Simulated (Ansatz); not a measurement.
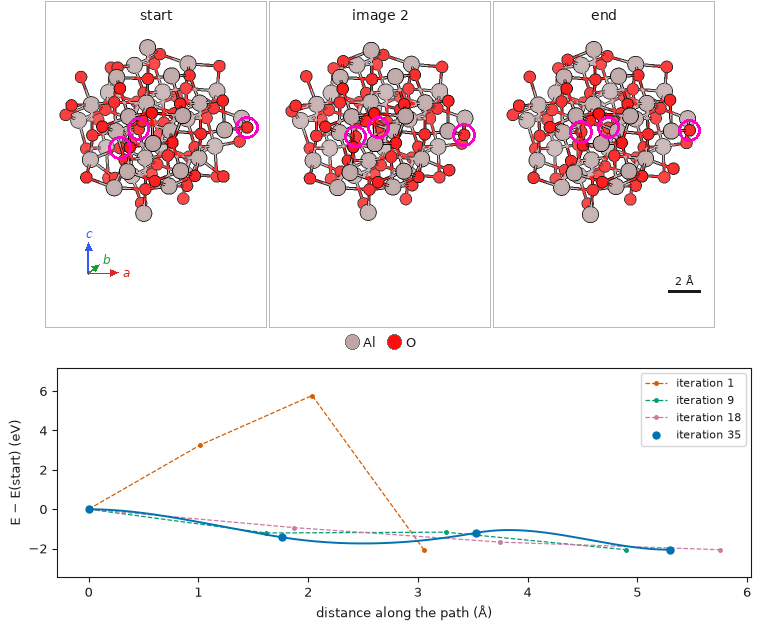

A search for the minimum-energy path of Al₂O₃ with an interstitial O (41 atoms in the cell) by the nudged elastic band. Images are numbered from 0 (start) to 3 (end). The plot follows the band through its iterations. The picture is a ball-and-stick view of the atoms within 5.6 Å of the middle of the path, seen slightly off an axis. The atoms that move most are ringed. Bonds to atoms that aren't drawn are left out.

The calculation used DFT PBE-D3(BJ), scalar-relativistic, plane waves, PAW (Ansatz 0.2.0). Settings: plane-wave cutoff 420 eV; k-point mesh 2 × 2 × 2; Gaussian smearing 0.05 eV; spin collinear; 2 movable images; no climbing image; force threshold 0.05 eV/Å; iteration limit 50.

Q: Judge this run.

A: The run is converged, with reservations. The band converged in 35 iterations. So few images resolve the path coarsely. The first iteration put the highest image at 5.78 eV. Relative to the start the highest point is image 0 at 0.00 eV and the end lies at −2.06 eV, but the profile dips to −1.43 eV at image 1 on the way, so there is an intermediate minimum on the way.

Limits of the set-up: the periodic images lie only 7.0 Å apart, so the values are limited by the cell's size.

The run took 15 min on 4 threads of AMD EPYC 7B13 (Zen 3) (shared host), peak memory 2.5 GiB.

PAW datasets: the set soft_1.
